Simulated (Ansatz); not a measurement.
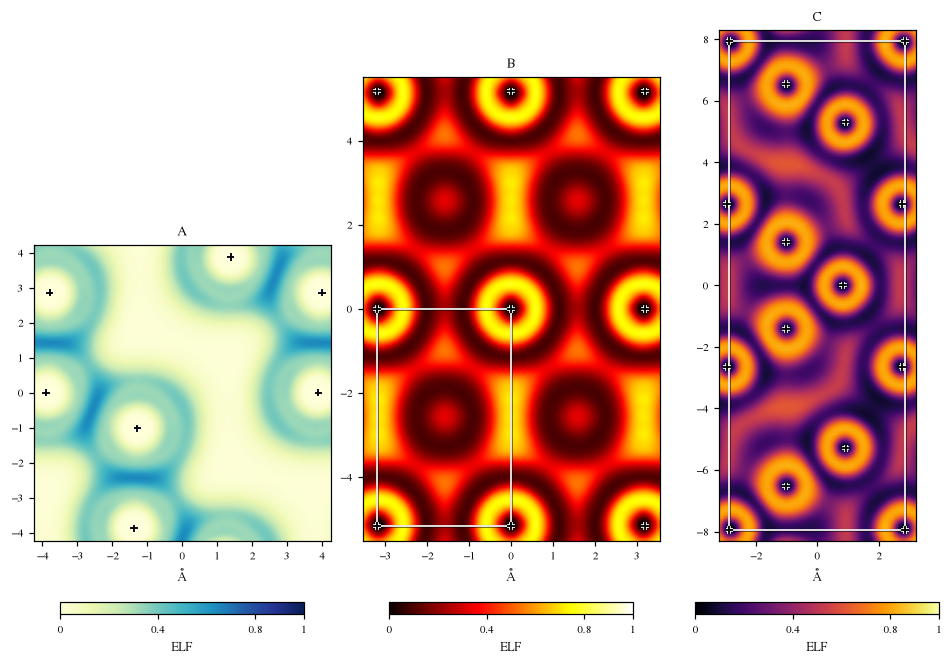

The ELF of 3 systems, each on a plane through atoms (crosses mark nuclei in the plane).

Method: DFT PBEsol, scalar-relativistic, plane waves, PAW in Ansatz.

System 1: Sc, the (100) plane of the conventional cell. Space group P6₃/mmc; changed on purpose from its base cell (band edges of the strained film's bulk); computed pressure about 3 GPa in this cell.

```cif
data_structure
_symmetry_space_group_name_H-M 'P 1'
_symmetry_Int_Tables_number 1
_cell_length_a 3.1826
_cell_length_b 3.1826
_cell_length_c 5.1677
_cell_angle_alpha 90.000
_cell_angle_beta 90.000
_cell_angle_gamma 120.000
_cell_volume 45.33
loop_
_atom_site_label
_atom_site_type_symbol
_atom_site_fract_x
_atom_site_fract_y
_atom_site_fract_z
_atom_site_occupancy
Sc1 Sc 0.33333 0.66667 0.25000 1
Sc2 Sc 0.66667 0.33333 0.75000 1
```

System 2: Sn, the (010) plane of the conventional cell. Space group C2/m; a structure from a database of computed crystals, not necessarily the ambient phase.

```
Sn
1.0
     2.99285    2.99285   -6.54070
     3.27035   -3.27035    0.00000
    -3.27035   -3.27035    0.00000
Sn
4
Direct
  0.12540 0.00000 0.36807
  0.37460 0.50000 0.63193
  0.62540 0.50000 0.36807
  0.87460 0.00000 0.63193
```

System 3: Zr₃N₂, the (010) plane of the conventional cell. Space group R-3c; a structure from a database of computed crystals, not necessarily the ambient phase; changed on purpose from its base cell (volume × 1.06, shape and atoms relaxed); computed pressure about −11 GPa in this cell.

### Which map belongs to which system?

Panel A is system 2, Sn: the plane holds Sn. Sn–Sn (2.81 Å): the ELF peaks at about 0.65 between the atoms. Panel B is system 1, Sc: the plane holds Sc. Sc–Sc (3.18 Å): the ELF is about 0.25 at the midpoint; no shared electron pair shows on this line. Panel C is system 3, Zr₃N₂: the plane holds Zr and N. Zr–N (2.32 Å): the ELF peaks at about 0.80 in the valence shell of N, 0.7 Å from its nucleus, and drops to about 0.15 between the two atoms: no localised pair shows between them.
